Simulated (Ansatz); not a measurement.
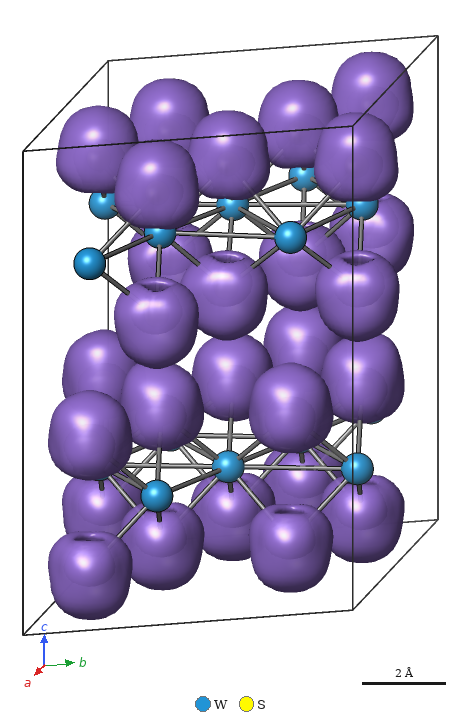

W14S27 (cell charge −1, with a compensating background) (cell with a defect). Isosurface of the electron localisation function at 0.75 (purple), seen slightly off an axis. Core shells and regions of very low density are left out. Sticks mark near contacts.

The program warned that a starting moment wasn't kept; spin-polarised, but the moments vanished.

Theory: Ansatz, DFT LDA, scalar-relativistic, plane waves, PAW.

Core electrons are frozen (PAW), and the valence fields are smoothed inside the atomic spheres.

Where are the electrons localised?

The surface consists of 27 regions wrapped around S (the valence shell of each), counted in one cell of 41 atoms. Any copies at cell faces, edges or corners count once. Along the contacts the grid gives the following. W–S (2.36 Å): the ELF peaks at about 0.85 in the valence shell of S, 0.8 Å from its nucleus, and is about 0.50 at the midpoint. W–W (2.93 Å): the ELF is about 0.45 at the midpoint.
